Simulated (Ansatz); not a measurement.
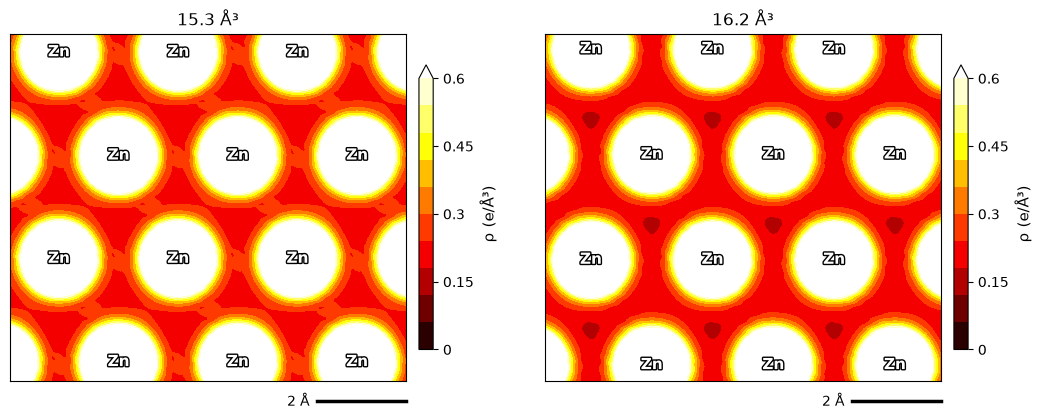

Zn. The valence electron density of cells scaled evenly to different volumes (given per atom above each panel), on the (001) plane of each (indices in the axes of the cell below), at one length scale and on one colour scale.

Level of theory: Ansatz, Kohn-Sham DFT of a periodic cell, LDA, Ansatz PAW.

Core electrons are frozen (PAW), and the valence fields are smoothed inside the atomic spheres.

The largest cell:

```
Zn
1.0
     2.72237    0.00000    0.00000
    -1.36118    2.35764    0.00000
     0.00000    0.00000    5.06340
Zn
2
Direct
  0.66667 0.33333 0.75000
  0.33333 0.66667 0.25000
```

| volume (Å³/atom) | Zn–Zn contact in the plane (Å) | ρ at its midpoint (e/Å³) | pressure (GPa) | 
| --- | --- | --- | --- |
| 15.33 | 2.670 | 0.246 | −9.1 | 
| 15.94 | 2.705 | ? | ? | 
| 16.25 | 2.722 | 0.227 | −11.6 | 

What values belong in the row with question marks?

Answer. Over the known rows ln ρ falls by 1.55 per Å of Zn–Zn distance (the line through the two), which gives 0.233 e/Å³ at 2.705 Å; the calculation gives 0.233 e/Å³. For the pressure, a straight line in volume between the neighbouring rows gives −10.8 GPa; the calculation gives −10.9.
